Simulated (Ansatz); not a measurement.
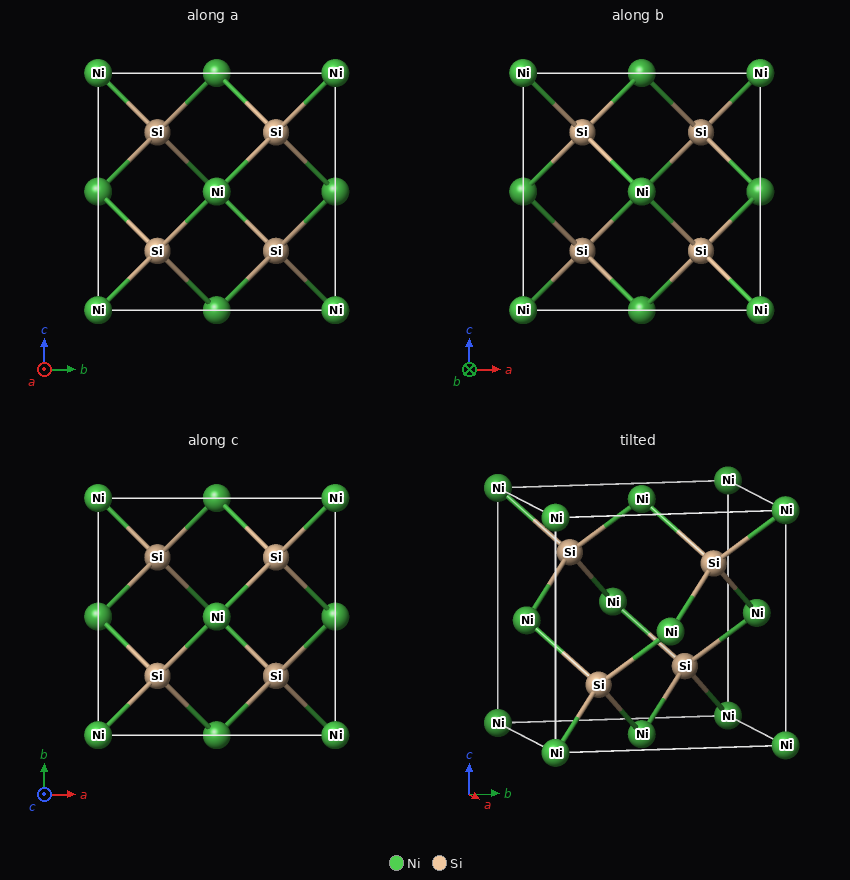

The crystal in a ball-and-stick representation, seen along the a axis, along the b axis, along the c axis and slightly off an axis. The parallelepiped is the conventional unit cell.

Lattice parameters: a = 5.149 Å, b = 5.149 Å, c = 5.149 Å, α = 90.00°, β = 90.00°, γ = 90.00°. Put a along x and b in the xy plane.

### Put the structure into a POSCAR file.

```
Ni Si
1.0
     5.149    0.000    0.000
     0.000    5.149    0.000
     0.000    0.000    5.149
Ni Si
4 4
Direct
  0.0000 0.0000 0.0000
  0.0000 0.5000 0.5000
  0.5000 0.0000 0.5000
  0.5000 0.5000 0.0000
  0.2500 0.2500 0.7500
  0.2500 0.7500 0.2500
  0.7500 0.2500 0.2500
  0.7500 0.7500 0.7500
```

Provenance: a structure type filled with these elements by a generator (whether the compound takes this form wasn't checked). Earlier steps of the study may have refined or changed the cell and positions. It was run through Ansatz as a DFT input.
